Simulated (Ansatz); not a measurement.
Geometry relaxation, with input and output: CuO (part 2 of 2)

The same run, continued: CuO (2 atoms in the cell); DFT PBE, scalar-relativistic, plane waves, PAW, spin-polarised (Ansatz 0.2.0); cutoff 420 eV, 20×20×20 k-mesh, Gaussian smearing of 0.1 eV, collinear spins. The structure was made by a generator, so it may or may not be a known phase.

Geometry of the input (Å; fractional positions):
```
2.6452  0.0000  0.0000
0.0000  2.6452  0.0000
0.0000  0.0000  2.6452
Cu 0.5000  0.5000  0.5000
O  0.0000  0.0000  0.0000
```

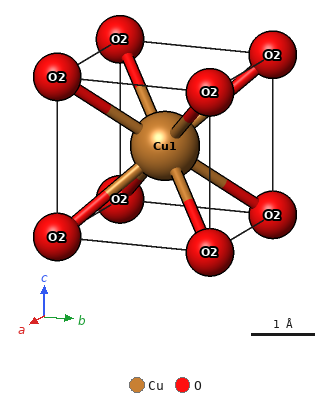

The geometry at step 1 of the log (ball-and-stick view of the cell of the calculation, seen slightly off an axis; atoms are numbered from 1 in the order of the input).

## Log, continued
```
Crystal: 2 atoms, lattice volume = 18.518 Å³
Initial density: handed on by an earlier stage of this run
Starting moments: Σ|m| = 1.12 μB on 2 of 2 sites; this step starts from the density that it was given
Initial wavefunctions: those handed on with the density
iter 1 solved again at ethr=5.43e-9 eV; its pass at ethr=3.10e-3 eV (dr2=1.36e-6 eV) is discarded
SCF iter   1: F=—  HF=-7190.047294 eV  |F-HF|=—  |Δ(HF+E_count)|=         —  Δρ=8.20e-5 (↑1.90e-5 ↓8.20e-5)  dr2=1.35e-6  dr2_m=1.93e-7  M=0.996 μB ∫|m|=1.088 μB  β_m=0.30  ethr=5.43e-9  ⟨swp⟩=2.4  Hψ=54082  notcnv=0
preconditioner: auto → none  [metal: Δε(μ)=0.009 eV  Ē_g=16.418 eV  σ=0.100 eV  W_gap=0.05  n_scr=6 (ndim 8)  ℏωp=35.6 eV  f_vac=0.000  D(μ)=0.72/eV (n_scr^D=6)]
SCF iter   2: F=—  HF=-7190.047294 eV  |F-HF|=—  |Δ(HF+E_count)|=   3.17e-8  Δρ=6.57e-5 (↑2.64e-5 ↓6.57e-5)  dr2=1.34e-6  dr2_m=6.84e-8  M=0.996 μB ∫|m|=1.088 μB  β_m=0.23  ethr=5.41e-9  ⟨swp⟩=2.1  Hψ=13327  notcnv=0
iter 3 did not close the SCF: its close was put off for a magnetic moment that had not settled (scf_convergence_deferred on its scf_iter line)
SCF iter   3: F=-7190.047294 eV  HF=-7190.047294 eV  |F-HF|=4.18e-9  |Δ(HF+E_count)|=   2.08e-7  Δρ=1.46e-5 (↑5.48e-6 ↓1.46e-5)  dr2=1.38e-8  dr2_m=1.22e-8  M=0.996 μB ∫|m|=1.088 μB  β_m=0.35  ethr=2.70e-10  ⟨swp⟩=5.8  Hψ=53874  notcnv=0
SCF iter   4: F=-7190.047294 eV  HF=-7190.047294 eV  |F-HF|=1.46e-10  |Δ(HF+E_count)|=   1.03e-9  Δρ=6.40e-6 (↑2.69e-6 ↓6.40e-6)  dr2=2.02e-9  dr2_m=2.80e-9  M=0.996 μB ∫|m|=1.088 μB  ethr=5.52e-11  ⟨swp⟩=4.2  Hψ=48814  notcnv=0
SCF 2 converged in 4 iterations: F = -7190.047294 eV  dr2 = 2.02e-9
relax step   2: F+E_penalty+E_count = -7190.04729357 eV  Δ(F+E_penalty+E_count) = +3.555e-5 eV  max|allowed force component| = 5.358e-30 eV/Å  Δτ_max = 0.0000 Å  P = +0.077 GPa  Ω = 18.518 Å³  energy of the carried Pulay correction = -4.261e-5 eV  (4 SCF iters, dr2 threshold 6.74e-8 eV, accepted)
Crystal: 2 atoms, lattice volume = 18.527 Å³
iter 1 solved again at ethr=4.54e-9 eV; its pass at ethr=3.10e-3 eV (dr2=1.13e-6 eV) is discarded
SCF iter   1: F=—  HF=-7190.047258 eV  |F-HF|=—  |Δ(HF+E_count)|=         —  Δρ=7.82e-5 (↑1.64e-5 ↓7.82e-5)  dr2=1.13e-6  dr2_m=1.92e-7  M=0.996 μB ∫|m|=1.088 μB  β_m=0.30  ethr=4.54e-9  ⟨swp⟩=2.5  Hψ=54068  notcnv=0
preconditioner: auto → none  [metal: Δε(μ)=0.009 eV  Ē_g=16.413 eV  σ=0.100 eV  W_gap=0.05  n_scr=6 (ndim 8)  ℏωp=35.6 eV  f_vac=0.000  D(μ)=0.71/eV (n_scr^D=6)]
SCF iter   2: F=—  HF=-7190.047258 eV  |F-HF|=—  |Δ(HF+E_count)|=   2.89e-8  Δρ=5.72e-5 (↑2.59e-5 ↓5.72e-5)  dr2=1.11e-6  dr2_m=4.47e-8  M=0.996 μB ∫|m|=1.088 μB  β_m=0.23  ethr=4.51e-9  ⟨swp⟩=2.1  Hψ=13324  notcnv=0
SCF iter   3: F=—  HF=-7190.047258 eV  |F-HF|=—  |Δ(HF+E_count)|=   1.71e-7  Δρ=1.68e-5 (↑6.65e-6 ↓1.68e-5)  dr2=1.61e-8  dr2_m=1.75e-8  M=0.996 μB ∫|m|=1.088 μB  β_m=0.37  ethr=4.42e-9  ⟨swp⟩=1.3  Hψ=10807  notcnv=0
iter 4 did not close the SCF: its close was put off for a magnetic moment that had not settled (scf_convergence_deferred on its scf_iter line)
SCF iter   4: F=-7190.047258 eV  HF=-7190.047258 eV  |F-HF|=2.38e-10  |Δ(HF+E_count)|=   4.04e-9  Δρ=6.67e-6 (↑3.02e-6 ↓6.67e-6)  dr2=2.19e-9  dr2_m=3.35e-9  M=0.996 μB ∫|m|=1.088 μB  β_m=0.43  ethr=5.91e-11  ⟨swp⟩=6.0  Hψ=45229  notcnv=0
SCF iter   5: F=-7190.047258 eV  HF=-7190.047258 eV  |F-HF|=2.36e-11  |Δ(HF+E_count)|=   1.63e-9  Δρ=1.33e-6 (↑1.33e-6 ↓3.87e-7)  dr2=1.18e-10  dr2_m=1.04e-10  M=0.996 μB ∫|m|=1.088 μB  ethr=8.74e-12  ⟨swp⟩=4.0  Hψ=47844  notcnv=0
SCF 3 converged in 5 iterations: F = -7190.047258 eV  dr2 = 1.18e-10
relax step   3: F+E_penalty+E_count = -7190.04725804 eV  Δ(F+E_penalty+E_count) = +3.554e-5 eV  max|allowed force component| = 1.178e-28 eV/Å  Δτ_max = 0.0000 Å  P = -0.001 GPa  Ω = 18.527 Å³  energy of the carried Pulay correction = -8.012e-5 eV  (5 SCF iters, dr2 threshold 1.48e-8 eV, accepted)
Initial wavefunctions: pseudopotential atomic-orbital guess (no wavefunctions were taken with the density)
iter 1 solved again at ethr=7.86e-10 eV; its pass at ethr=3.10e-3 eV (dr2=1.97e-7 eV) is discarded
SCF iter   1: F=—  HF=-7190.047343 eV  |F-HF|=—  |Δ(HF+E_count)|=         —  Δρ=5.57e-6 (↑5.57e-6 ↓3.59e-6)  dr2=2.36e-9  dr2_m=2.53e-10  M=0.996 μB ∫|m|=1.088 μB  β_m=0.30  ethr=7.86e-10  ⟨swp⟩=4.2  Hψ=81028  notcnv=0
SCF iter   2: F=—  HF=-7190.047343 eV  |F-HF|=—  |Δ(HF+E_count)|=  9.82e-10  Δρ=4.24e-6 (↑3.38e-6 ↓4.24e-6)  dr2=3.21e-9  dr2_m=6.96e-10  M=0.996 μB ∫|m|=1.088 μB  β_m=0.37  ethr=9.45e-12  ⟨swp⟩=2.1  Hψ=15008  notcnv=0
SCF iter   3: F=—  HF=-7190.047343 eV  |F-HF|=—  |Δ(HF+E_count)|=  7.72e-10  Δρ=2.75e-6 (↑2.75e-6 ↓2.64e-6)  dr2=1.81e-9  dr2_m=4.81e-11  M=0.996 μB ∫|m|=1.088 μB  β_m=0.35  ethr=9.45e-12  ⟨swp⟩=2.0  Hψ=12685  notcnv=0
SCF iter   4: F=—  HF=-7190.047343 eV  |F-HF|=—  |Δ(HF+E_count)|=  3.19e-10  Δρ=4.10e-7 (↑3.56e-7 ↓4.10e-7)  dr2=2.48e-11  dr2_m=4.51e-12  M=0.996 μB ∫|m|=1.088 μB  β_m=0.46  ethr=7.25e-12  ⟨swp⟩=2.3  Hψ=14577  notcnv=0
SCF iter   5: F=-7190.047343 eV  HF=-7190.047343 eV  |F-HF|=9.09e-13  |Δ(HF+E_count)|=  2.55e-11  Δρ=1.26e-7 (↑1.26e-7 ↓1.15e-7)  dr2=4.31e-12  dr2_m=1.92e-13  M=0.996 μB ∫|m|=1.088 μB  ethr=1.00e-12  ⟨swp⟩=4.1  Hψ=33959  notcnv=0
SCF 4 converged in 5 iterations: F = -7190.047343 eV  dr2 = 4.31e-12
relax step   4: F+E_penalty+E_count = -7190.04734287 eV  Δ(F+E_penalty+E_count) = -8.484e-5 eV  max|allowed force component| = 5.338e-29 eV/Å  Δτ_max = 0.0000 Å  P = +0.005 GPa  Ω = 18.527 Å³  stress off target by 4.79e-3 GPa  SCF on the basis re-selected at this cell (its energy is not comparable with the rows above)  (5 SCF iters)
basis re-selected at this cell: Δ(F+E_penalty+E_count) = -8.484e-5 eV, ΔP = +0.005 GPa vs the last step (what re-selecting the basis moved, of the pressure what is left beyond the Pulay correction that the steps carried, after the strain that the cell walked since its last selection, with what the two solves' SCF thresholds leave and, on support functions, any second-order correction that the steps lacked; it is no measure of the basis error at this ecutwfc). This SCF's stress stands 4.79e-3 GPa from its target on what of the cell is left free (relax.cell.stress_tol is 5.00e-2 GPa) and its largest allowed force component is 5.34e-29 eV/Å (relax.f_tol is 1.00e-2 eV/Å): within both
SCF converged after 5 iterations
Magnetization: 0.9964 μB (12.9982 up, 12.0018 down)
Absolute magnetization: 1.0863 μB (∫|ρ↑−ρ↓|, with the PAW one-centre terms)
Spin contamination: 0.0041 ħ² per cell (⟨S²⟩ above its minimum at these occupations)
Per-site moments (μB) at R_I (Å): [(0.4796028081714915, 0.945262680969949), (0.5496878505431445, 0.945262680969949)]
Free energy (F): -7190.047343 eV
Harris-Foulkes:  -7190.047343 eV  (|F-HF|=9.09e-13)
Internal energy: -7190.043769 eV  (E = F + TS)
E sigma→0 (E₀):  -7190.045556 eV
Entropy (-TS):   -0.003574 eV (-1.787 meV/atom)
Fermi energy:    13.331182 eV
--- Per-component energies (eV) ---
  E_band       = -382.803578
  E_kinetic    = 469.868401
  E_local      = -4518.181596  (includes V_loc(G=0)·N_el)
  E_nonlocal   = 446.015347
  E_hartree    = 1961.019008
  E_xc         = -160.906368
  E_vxc        = -206.524552  (∫ρ·V_xc dr)
  E_paw        = -1825.434352  (= ΣΔE_a)
  E_vpaw       = -496.022028  (= ΣTr[D̂ρ^β])
  E_aug_tail   = 0.002694  (compensation charges beyond the density's cutoff)
  E_ewald      = -3562.426901
  E_smearing   = -0.003574  (= −TS)
  E_closure    = -0.000000  (closes the sum)
  Σ components = -7190.047343   (vs F -7190.047343, Δ=0.00e0)
--- Forces (eV/Å), atoms counted from 1 ---
  atom   1  Cu    -0.00000000     0.00000000     0.00000000
  atom   2  O      0.00000000     0.00000000    -0.00000000
  max |Σ_I F_I| component: 9.52e-29 eV/Å
--- Stress (GPa, compression-positive) ---
        0.004787       0.000000       0.000000
        0.000000       0.004787       0.000000
        0.000000       0.000000       0.004787
  P = ⅓ Tr σ = 0.0048 GPa (0.048 kbar)
--- Band table (eV; the first three rows and the last of 572) ---
  k-point 0 ↑: bands = ["-98.9612", "-56.3243", "-56.3243", "-56.3243", "-6.2699", "10.0716", "10.0716", "11.0375", "11.0375", "11.0375", "11.4925", "11.4925", "11.4925", "13.7982", "28.9080", "28.9080", "32.5507", "32.5507"]
  k-point 1 ↑: bands = ["-98.9612", "-56.3252", "-56.3242", "-56.3242", "-6.2464", "9.9779", "10.0775", "10.9220", "10.9220", "10.9258", "11.4939", "11.6170", "11.6170", "14.0100", "28.6598", "28.9347", "32.5180", "32.5180"]
  k-point 2 ↑: bands = ["-98.9610", "-56.3278", "-56.3240", "-56.3240", "-6.1774", "9.6041", "10.0948", "10.7145", "10.7145", "10.8225", "11.4977", "11.8508", "11.8508", "14.5091", "28.0319", "29.0147", "32.4198", "32.4198"]
  k-point 285 ↓: bands = ["-98.3266", "-55.7466", "-55.7466", "-55.7466", "-2.6758", "7.8721", "7.8721", "7.8721", "12.4434", "12.4434", "14.0667", "14.0667", "14.0667", "20.2421", "20.2421", "20.2421", "26.0861", "35.2591"]
--- Relaxed structure (3 steps of the walk, 3 accepted, 1 SCFs on fresh bases) ---
  F+E_penalty+E_count = -7190.04734287 eV   max|allowed force component| = 5.338e-29 eV/Å   (the final SCF, on the basis selected at the relaxed cell)
  cell:  # Å, volume = 18.5265 Å³
    - [2.6460492766686428, 2.467597741246146e-34, 1.0030885127016855e-36]
    - [2.467597741246146e-34, 2.6460492766686428, 0.0]
    - [-1.0030885127016855e-36, 0.0, 2.6460492766686428]
  atoms:
    - { symbol: Cu, position: [0.5000000000000001, 0.5000000000000001, 0.5000000000000001] }
    - { symbol: O, position: [3.3109382783556296e-46, 1.1036460927852097e-47, -8.887732259864255e-39] }
--- Löwdin populations: 2 sites ---
  site symbol       q [e]    m [muB]
     0     Cu     18.0487     0.4002
     1      O      6.8304     0.6042
  spilling = 0.004835 (of n_electrons = 25.000000)
```

## File populations.tsv
```
# site	symbol	l	j	q_up	q_dn
# orbitals = lowdin
# n_electrons = 25.000000
# spilling = 0.004835
0	Cu	0_3S	-	0.998511	0.998560
0	Cu	0_4S	-	0.247851	0.279851
0	Cu	1_3P	-	2.999318	2.999353
0	Cu	2_3D	-	4.978803	4.546481
1	O	0_2S	-	0.958320	0.956547
1	O	1_2P	-	2.758983	2.156538
```

## Trajectory as extended XYZ (Å, eV, eV/Å), 4 frames, from step=1 to step=4
```
2
Lattice="2.6452 0.0000 0.0000 0.0000 2.6452 0.0000 0.0000 0.0000 2.6452" Properties=species:S:1:pos:R:3:forces:R:3 step=1 energy=-7190.04733 pressure_GPa=0.16
Cu    1.3226    1.3226    1.3226    0.0000   0.0000   0.0000
O     0.0000    0.0000    0.0000    0.0000   0.0000   0.0000
2
Lattice="2.6457 0.0000 0.0000 0.0000 2.6457 0.0000 0.0000 0.0000 2.6457" Properties=species:S:1:pos:R:3:forces:R:3 step=2 energy=-7190.04729 pressure_GPa=0.08
Cu    1.3228    1.3228    1.3228    0.0000   0.0000   0.0000
O     0.0000    0.0000    0.0000    0.0000   0.0000   0.0000
2
Lattice="2.6460 0.0000 0.0000 0.0000 2.6460 0.0000 0.0000 0.0000 2.6460" Properties=species:S:1:pos:R:3:forces:R:3 step=3 energy=-7190.04726 pressure_GPa=-0.00
Cu    1.3230    1.3230    1.3230    0.0000   0.0000   0.0000
O     0.0000    0.0000    0.0000    0.0000   0.0000   0.0000
2
Lattice="2.6460 0.0000 0.0000 0.0000 2.6460 0.0000 0.0000 0.0000 2.6460" Properties=species:S:1:pos:R:3:forces:R:3 step=4 energy=-7190.04734 pressure_GPa=0.00
Cu    1.3230    1.3230    1.3230    0.0000   0.0000   0.0000
O     0.0000    0.0000    0.0000    0.0000   0.0000   0.0000
```

## Key numbers

| quantity | value |
| --- | --- |
| outcome | converged |
| space group (tolerance 0.01 Å) | Pm-3m (221) |
| electrons treated | 25 |
| free energy | −7190.0473 eV |
| Fermi energy | 13.331 eV |
| gap on the k-point mesh | none (metallic) |
| net moment of the cell | 1.00 μB |
| integrated absolute moment | 1.09 μB |
| pressure | 0.00 GPa |
| final volume | 18.53 Å³ |
| largest force (length of the vector) at the end | under 0.001 eV/Å |
| final cell | a = 2.646 Å, b = 2.646 Å, c = 2.646 Å, α = 90.00°, β = 90.00°, γ = 90.00° |
| hardware | 1 thread of Intel Xeon @ 2.50GHz (Skylake/Cascade Lake), 12 GiB of memory available, shared host |
| wall time | 73 s |
| peak memory | 0.51 GiB |
